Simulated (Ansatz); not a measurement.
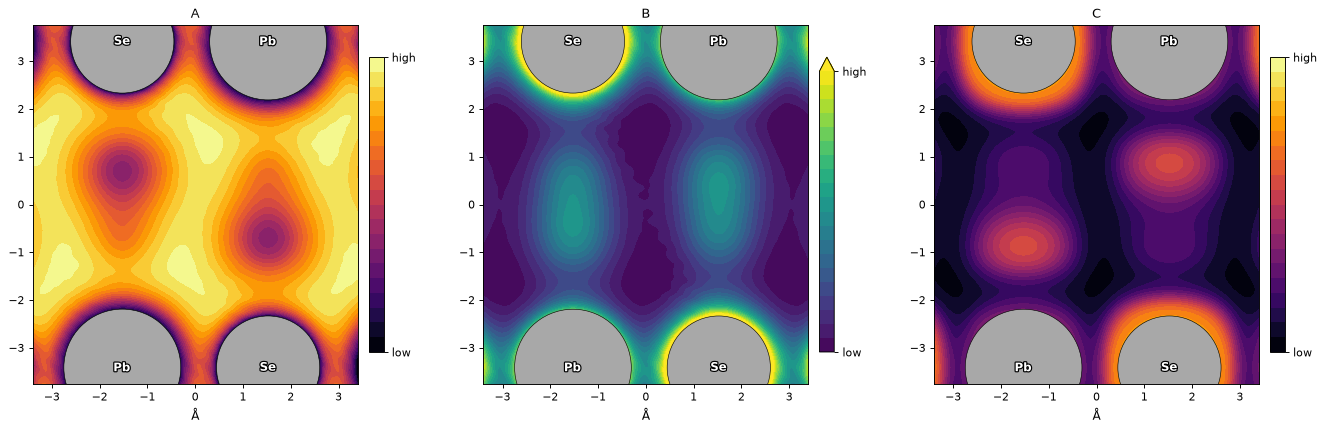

PbSe: 3 fields on the (100) plane of the calculation cell, with unlabelled colour scales. Grey discs cover the atomic cores.

Space group Fm-3m; a structure from a database of computed crystals, not necessarily the ambient phase.

All numbers below come from DFT PBEsol, scalar-relativistic, plane waves, PAW in Ansatz.

```
CELL_PARAMETERS angstrom
0.00000 3.05209 -3.05209
6.10418 0.00000 0.00000
-3.05209 -6.10418 -3.05209
ATOMIC_POSITIONS crystal
Pb 0.00000 0.00000 0.00000
Pb 0.33333 0.33333 0.66667
Pb 0.66667 0.66667 0.33333
Se 0.00000 0.50000 0.00000
Se 0.33333 0.83333 0.66667
Se 0.66667 0.16667 0.33333
```

The panels show electron localisation function, electrostatic potential energy of an electron and valence pseudo-density in some order. Assign them.

Panel A: electrostatic potential energy of an electron (low next to the atoms, rising into the space between them). Panel B: valence pseudo-density. Panel C: electron localisation function. From the grid: Pb–Se (3.05 Å): ρ at the midpoint is about 0.21 e/Å³; the ELF is about 0.30 at the midpoint.
